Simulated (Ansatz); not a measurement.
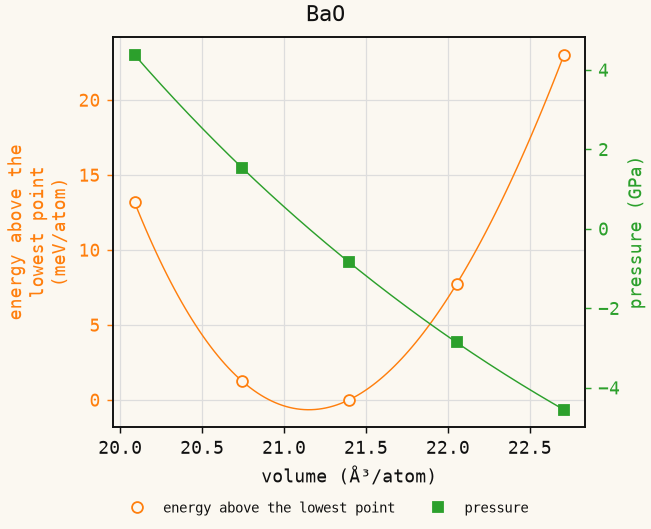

Method: equation of state of a cubic crystal from periodic Kohn-Sham density functional theory without spin, third-order Birch-Murnaghan fit to the free energies; pressure corrected for the finite basis (Ansatz 0.2.0 development build). Level: HSE06.

- structure type: rock salt
- atoms in cell: 2
- space group number: 225
- lattice centring: face-centred primitive
- k mesh: 4×4×4
- occupation method: Fermi–Dirac
- occupation width: 0.05 eV
- wave cutoff: 930 eV
- datasets: hand-made PAW
- density tolerance: 0 eV
- bands: 12
- density cutoff ratio: 5
- search for lower states: default
- exchange singularity: regularized

Energy above the lowest point and pressure against volume for BaO, space group Fm-3m (No. 225) (one of a set of cubic test structures, which need not be the stable phase).

A third-order Birch–Murnaghan fit gives V0 = 21.15 Å³/atom, B0 = 75.4 GPa and B′ = 4.6. The energy above the lowest point is 13.2 meV/atom at volume 20.09 Å³/atom and 23.0 meV/atom at 22.71 Å³/atom; the lowest computed point is at volume 21.40 Å³/atom (0.0 meV/atom), and no other minimum shows. The pressure falls from 4.373 GPa at volume 20.09 Å³/atom to −4.559 GPa at 22.71 Å³/atom, and changes sign near 21.16 Å³/atom.

Note: modest k-mesh, values are not fully converged in k.
